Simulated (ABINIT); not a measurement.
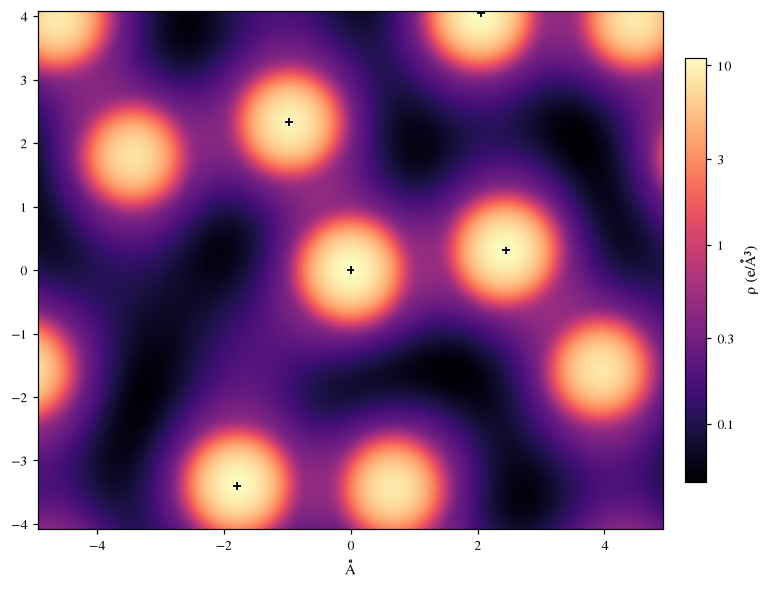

The valence charge density (pseudo) on a plane through atoms (crosses mark nuclei in the plane).

Level of theory: ABINIT, Kohn-Sham DFT of a periodic cell, PBE, JTH PAW PBE v2.0.

Candidates:
A. W (slab), a = 2.87 Å, b = 2.87 Å, c = 24.38 Å, α = 90.00°, β = 90.00°, γ = 120.00°. 
B. TiO₂, a = 4.60 Å, b = 4.60 Å, c = 2.96 Å, α = 90.00°, β = 90.00°, γ = 90.00°. Space group P4₂/mnm; a structure from a database of computed crystals, not necessarily the ambient phase; computed pressure about 4 GPa in this cell.
C. Ge, a = 5.93 Å, b = 5.93 Å, c = 6.98 Å, α = 90.00°, β = 90.00°, γ = 90.00°. Space group P1; not relaxed (largest force 1.2 eV/Å); computed pressure about 3 GPa in this cell.

Question: Which candidate gave the map?

Answer: Candidate C: Ge on the (111) plane of the conventional cell, which holds Ge. Ge–Ge (2.47 Å): ρ at the midpoint is about 0.48 e/Å³. Ge–Ge (2.54 Å): ρ is about 0.44 e/Å³ halfway.
